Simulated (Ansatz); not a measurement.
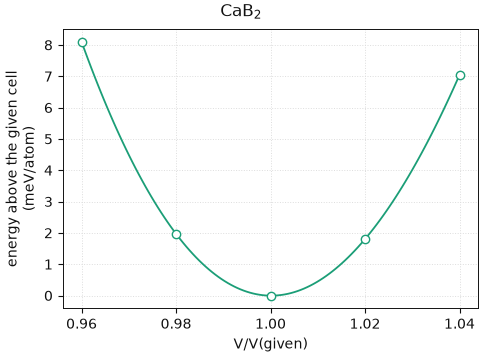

The picture above shows the energy above the given cell against V/V(given) for CaB₂, space group P6/mmm (No. 191) (cell built by us, not taken from a database).

Cell as given: a = 3.200 Å, b = 3.200 Å, c = 4.024 Å, α = 90.00°, β = 90.00°, γ = 120.00°; 3 atoms.

How it was computed, with Ansatz 0.2.0: plane-wave density functional theory, PAW datasets, Gaussian smearing 0.05 eV: equation of state, the given cell scaled in volume with shape and atoms relaxed at each volume; third-order Birch-Murnaghan fit. Level: PBEsol, no spin polarisation.

- PAW set: soft_2
- wave cutoff: 420 eV
- k mesh: 12×12×8

V(given) is 11.89 Å³/atom.

Q: How stiff is the solid, and where is its volume at rest?

A: A third-order Birch–Murnaghan fit gives V0 = 11.89 Å³/atom, B0 = 127 GPa and B′ = 3.8.

Q: Is there a gap?

A: No, the levels on the k mesh show a metal at every point.
